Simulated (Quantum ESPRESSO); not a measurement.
## Run report: SnO$_{2}$, single-point calculation (part 2 of 2)

SnO$_{2}$ (3 atoms in the cell); Kohn-Sham DFT of a periodic cell, r2SCAN, SG15 PBE 1.2, no spin polarisation (Quantum ESPRESSO 7.5); cutoff 1197.3 eV, 4×4×4 k-mesh, fermi-dirac of 0.05 eV. The structure derives from a Materials Project entry.

### Output, continued
```
   -13.9737 -12.7691 -12.7125 -12.5536 -12.5115 -11.0689  -8.9988   0.4553
     2.6673   3.8813   5.3583   6.3166   6.3214  12.2979  15.1177  17.6191
    20.1755  20.2167  20.7073  21.1440

          k = 0.7963-0.9195-0.0894 (  4094 PWs)   bands (ev):

   -13.7093 -13.2173 -12.6925 -12.6432 -12.5420 -10.5397  -9.2443   0.5011
     2.9187   3.5860   4.8189   6.2776   6.7286  12.6710  16.1490  17.0149
    18.8768  19.4791  21.5144  22.8199

          k = 0.7963 0.4598-0.3577 (  4098 PWs)   bands (ev):

   -13.9692 -12.7688 -12.7117 -12.5528 -12.5114 -11.0973  -8.9511   0.2861
     2.4357   3.7880   5.6892   6.4617   6.8451  12.0201  14.3062  18.3128
    18.8592  20.1482  20.3867  24.3815

          k = 0.3982 0.2299 0.0894 (  4099 PWs)   bands (ev):

   -13.5214 -12.8778 -12.7450 -12.6836 -12.5972 -11.6074  -9.5818   1.7549
     3.8338   4.5991   5.1336   6.2796   6.7372  11.2755  14.7107  16.2806
    19.4755  19.9646  21.2154  24.7191

          k = 0.3982-0.2299 0.1788 (  4083 PWs)   bands (ev):

   -13.5171 -12.8795 -12.7448 -12.6838 -12.5970 -11.6099  -9.5805   1.7264
     3.6098   4.5450   5.4400   6.3471   6.8118  11.2759  14.2041  16.7047
    19.5219  20.0093  20.8308  25.9620

          k = 0.3982 1.1494-0.0894 (  4094 PWs)   bands (ev):

   -13.7093 -13.2173 -12.6925 -12.6432 -12.5420 -10.5397  -9.2443   0.5011
     2.9187   3.5860   4.8189   6.2776   6.7286  12.6710  16.1490  17.0149
    18.8768  19.4791  21.5144  22.8199

          k = 0.3982 0.6896 0.0000 (  4095 PWs)   bands (ev):

   -13.7068 -13.2188 -12.6923 -12.6435 -12.5426 -10.5592  -9.2253   0.5538
     3.0754   3.4917   4.7226   6.0668   6.8334  12.6792  16.3562  16.7728
    18.9054  20.1943  21.4634  21.5852

          k = 0.0000 0.4598 0.1788 (  4083 PWs)   bands (ev):

   -13.5171 -12.8795 -12.7448 -12.6838 -12.5970 -11.6099  -9.5805   1.7264
     3.6098   4.5450   5.4400   6.3471   6.8118  11.2759  14.2041  16.7047
    19.5219  20.0093  20.8308  25.9620

          k = 0.0000 0.0000 0.2682 (  4068 PWs)   bands (ev):

   -13.2737 -12.8535 -12.8535 -12.6014 -12.6014 -11.8358 -10.5494   2.9202
     5.5559   5.5559   6.0579   6.0579   6.1405   9.5699  12.9999  18.5083
    18.5083  19.3508  24.8097  25.3375

          k =-0.0000 1.3793 0.0000 (  4089 PWs)   bands (ev):

   -13.5267 -12.8790 -12.7448 -12.6840 -12.5972 -11.5503  -9.6475   1.6652
     3.8986   4.5707   5.3851   6.3115   6.4467  11.5008  14.6633  16.7943
    19.5119  20.0903  20.8731  23.4006

          k =-0.0000 0.9195 0.0894 (  4100 PWs)   bands (ev):

   -13.9714 -12.7689 -12.7121 -12.5532 -12.5115 -11.0832  -8.9749   0.3680
     2.5490   3.8335   5.5158   6.3926   6.5868  12.1593  14.6959  17.8601
    19.4130  20.1830  20.7313  22.5672

          k = 1.1945-0.2299-0.0894 (  4094 PWs)   bands (ev):

   -13.7093 -13.2173 -12.6925 -12.6432 -12.5420 -10.5397  -9.2443   0.5011
     2.9187   3.5860   4.8189   6.2776   6.7286  12.6710  16.1490  17.0149
    18.8768  19.4791  21.5144  22.8199

          k = 1.1945-0.6896 0.0000 (  4089 PWs)   bands (ev):

   -13.5267 -12.8790 -12.7448 -12.6840 -12.5972 -11.5503  -9.6475   1.6652
     3.8986   4.5707   5.3851   6.3115   6.4467  11.5008  14.6633  16.7943
    19.5119  20.0903  20.8731  23.4006

          k = 1.1945 0.6896-0.2682 (  4092 PWs)   bands (ev):

   -13.5224 -12.8807 -12.7446 -12.6842 -12.5970 -11.5529  -9.6461   1.6399
     3.6661   4.5186   5.8075   6.3770   6.3990  11.5285  14.1978  17.1461
    19.5594  20.2835  20.4672  23.8279

          k = 1.1945 0.2299-0.1788 (  4098 PWs)   bands (ev):

   -13.7118 -13.2159 -12.6928 -12.6428 -12.5415 -10.5195  -9.2639   0.4493
     2.7864   3.6939   4.8790   6.5094   6.6048  12.6621  16.1430  16.8831
    18.8707  19.2948  21.8309  23.3116

          k = 0.7963 0.0000 0.0000 (  4095 PWs)   bands (ev):

   -13.7068 -13.2188 -12.6923 -12.6435 -12.5426 -10.5592  -9.2253   0.5538
     3.0754   3.4917   4.7226   6.0668   6.8334  12.6792  16.3562  16.7728
    18.9054  20.1943  21.4634  21.5852

          k = 0.7963-0.4598 0.0894 (  4100 PWs)   bands (ev):

   -13.9714 -12.7689 -12.7121 -12.5532 -12.5115 -11.0832  -8.9749   0.3680
     2.5490   3.8335   5.5158   6.3926   6.5868  12.1593  14.6959  17.8601
    19.4130  20.1830  20.7313  22.5672

          k = 0.7963 0.9195-0.1788 (  4098 PWs)   bands (ev):

   -13.7118 -13.2159 -12.6928 -12.6428 -12.5415 -10.5195  -9.2639   0.4493
     2.7864   3.6939   4.8790   6.5094   6.6048  12.6621  16.1430  16.8831
    18.8707  19.2948  21.8309  23.3116

          k = 0.7963 0.4598-0.0894 (  4100 PWs)   bands (ev):

   -13.9714 -12.7689 -12.7121 -12.5532 -12.5115 -11.0832  -8.9749   0.3680
     2.5490   3.8335   5.5158   6.3926   6.5868  12.1593  14.6959  17.8601
    19.4130  20.1830  20.7313  22.5672

          k =-0.7963-0.4598-0.1788 (  4114 PWs)   bands (ev):

   -13.9737 -12.7691 -12.7125 -12.5536 -12.5115 -11.0689  -8.9988   0.4553
     2.6673   3.8813   5.3583   6.3166   6.3214  12.2979  15.1177  17.6191
    20.1755  20.2167  20.7073  21.1440

          k =-0.7963-0.9195-0.0894 (  4094 PWs)   bands (ev):

   -13.7093 -13.2173 -12.6925 -12.6432 -12.5420 -10.5397  -9.2443   0.5011
     2.9187   3.5860   4.8189   6.2776   6.7286  12.6710  16.1490  17.0149
    18.8768  19.4791  21.5144  22.8199

          k =-0.7963 0.4598-0.3577 (  4098 PWs)   bands (ev):

   -13.9692 -12.7688 -12.7117 -12.5528 -12.5114 -11.0973  -8.9511   0.2861
     2.4357   3.7880   5.6892   6.4617   6.8451  12.0201  14.3062  18.3128
    18.8592  20.1482  20.3867  24.3815

          k =-1.1945-0.2299-0.0894 (  4094 PWs)   bands (ev):

   -13.7093 -13.2173 -12.6925 -12.6432 -12.5420 -10.5397  -9.2443   0.5011
     2.9187   3.5860   4.8189   6.2776   6.7286  12.6710  16.1490  17.0149
    18.8768  19.4791  21.5144  22.8199

          k =-1.1945-0.6896 0.0000 (  4089 PWs)   bands (ev):

   -13.5267 -12.8790 -12.7448 -12.6840 -12.5972 -11.5503  -9.6475   1.6652
     3.8986   4.5707   5.3851   6.3115   6.4467  11.5008  14.6633  16.7943
    19.5119  20.0903  20.8731  23.4006

          k =-1.1945 0.6896-0.2682 (  4092 PWs)   bands (ev):

   -13.5224 -12.8807 -12.7446 -12.6842 -12.5970 -11.5529  -9.6461   1.6399
     3.6661   4.5186   5.8075   6.3770   6.3990  11.5285  14.1978  17.1461
    19.5594  20.2835  20.4672  23.8279

          k =-1.1945 0.2299-0.1788 (  4098 PWs)   bands (ev):

   -13.7118 -13.2159 -12.6928 -12.6428 -12.5415 -10.5195  -9.2639   0.4493
     2.7864   3.6939   4.8790   6.5094   6.6048  12.6621  16.1430  16.8831
    18.8707  19.2948  21.8309  23.3116

          k = 0.0000-0.9195-0.3577 (  4098 PWs)   bands (ev):

   -13.9692 -12.7688 -12.7117 -12.5528 -12.5114 -11.0973  -8.9511   0.2861
     2.4357   3.7880   5.6892   6.4617   6.8451  12.0201  14.3062  18.3128
    18.8592  20.1482  20.3867  24.3815

          k = 0.0000-1.3793-0.2682 (  4092 PWs)   bands (ev):

   -13.5224 -12.8807 -12.7446 -12.6842 -12.5970 -11.5529  -9.6461   1.6399
     3.6661   4.5186   5.8075   6.3770   6.3990  11.5285  14.1978  17.1461
    19.5594  20.2835  20.4672  23.8279

          k =-0.0000 0.0000-0.5365 (  4060 PWs)   bands (ev):

   -13.2676 -12.8534 -12.8534 -12.6013 -12.6013 -11.7902 -10.6170   3.1136
     5.5257   5.5257   5.6323   6.0819   6.0819  10.1399  12.9223  18.5966
    18.5966  19.7630  24.3091  25.2787

     the Fermi energy is     7.9331 ev

!    total energy              =    -183.84529861 Ry
     estimated scf accuracy    <          3.6E-11 Ry
     smearing contrib. (-TS)   =      -0.00000000 Ry
     internal energy E=F+TS    =    -183.84529861 Ry

     The total energy is F=E-TS. E is the sum of the following terms:
     one-electron contribution =     -80.21479750 Ry
     hartree contribution      =      55.08637770 Ry
     xc contribution           =     -28.14666966 Ry
     ewald contribution        =    -130.57020916 Ry

     convergence has been achieved in  12 iterations

     Computing stress (Cartesian axis) and pressure

          total   stress  (Ry/bohr**3)                   (kbar)     P=      -67.52
  -0.00050482   0.00000000  -0.00000000          -74.26        0.00       -0.00
   0.00000000  -0.00050482  -0.00000000            0.00      -74.26       -0.00
  -0.00000000  -0.00000000  -0.00036732           -0.00       -0.00      -54.03

=------------------------------------------------------------------------------=
   JOB DONE.
=------------------------------------------------------------------------------=
```

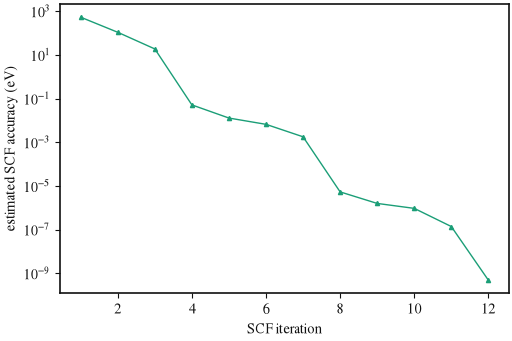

Figure 1. Convergence of the self-consistent field: estimated SCF accuracy against the iteration. The field takes 12 iterations in all.

The run was set up as follows.

### Input file
```
&CONTROL
  calculation = 'scf'
  prefix = 'pwscf'
  outdir = './tmp'
  pseudo_dir = './pseudo'
  tstress = .true.
  disk_io = 'nowf'
/
&SYSTEM
  ibrav = 0
  nat = 3
  ntyp = 2
  ecutwfc = 88
  nbnd = 20
  input_dft = 'r2scan'
  occupations = 'smearing'
  smearing = 'fd'
  degauss = 0.00367493
  nosym = .true.
  nr1 = 60
  nr2 = 60
  nr3 = 60
/
&ELECTRONS
  conv_thr = 1d-08
  electron_maxstep = 120
  mixing_beta = 0.5
/
ATOMIC_SPECIES
Sn   118.7100 Sn_ONCV_PBE-1.2.upf
O     15.9990 O_ONCV_PBE-1.2.upf
CELL_PARAMETERS angstrom
   1.6170930752    0.9336291223    4.8005925840
  -1.6170930752    0.9336291223    4.8005925840
   0.0000000000   -1.8672582446    4.8005925840
ATOMIC_POSITIONS crystal
Sn     0.5000000000    0.5000000000    0.5000000000
O      0.7628300000    0.7628300000    0.7628300000
O      0.2371700000    0.2371700000    0.2371700000
K_POINTS automatic
4 4 4 0 0 0
```

Launched with:
```bash
OMP_NUM_THREADS=1 mpirun -n 2 pw.x -nk 2 -in pw.in > pw.out
```

### Key numbers

- outcome: converged
- space group (tolerance 0.01 Å): R-3m (166)
- electrons treated: 26
- free energy: −2501.3427 eV
- Fermi energy: 7.933 eV
- gap on the k-point mesh: 2.04 eV
- pressure: −6.75 GPa
- hardware: 2 threads of Intel Xeon (Granite Rapids), 128 GiB of memory available, shared host
- wall time: 1.7 min (CPU time 3.4 min)
- peak memory: 0.3 GiB

### Remarks

Further notes kept with the run: potentials made for another functional. Points of doubt noted for this run: coarse mesh; potentials made for another functional. The cell is under a tension of 6.8 GPa at this level, so it is not at its equilibrium volume.
